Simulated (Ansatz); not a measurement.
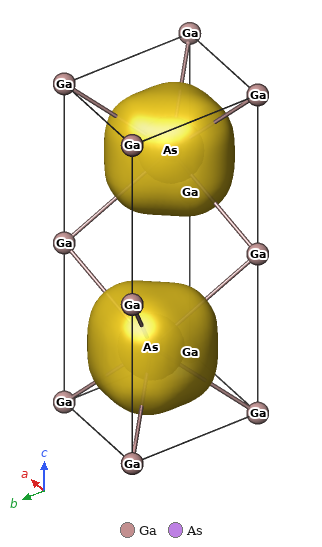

GaAs. Isosurface of the ELF at 0.55 (yellow), seen at an oblique angle. Only the valence region is drawn (cores and ρ < 0.01 e/Å³ removed). Sticks mark near contacts.

Space group P6₃/mmc; started from the NiAs prototype, which need not be the ambient phase.

Theory: DFT, PBE, plane waves, PAW (Ansatz).

Core electrons are frozen (PAW), and the valence fields are smoothed inside the atomic spheres.

> Identify the bonds, lone pairs and shells in this picture.

At this value the surface marks out two regions on As in which the atom's valence shell and bonds are merged, counted in one cell of 4 atoms. Any copies at cell faces, edges or corners count once. Profiles from the grid: Ga–As (2.71 Å): the ELF is about 0.60 at the midpoint.
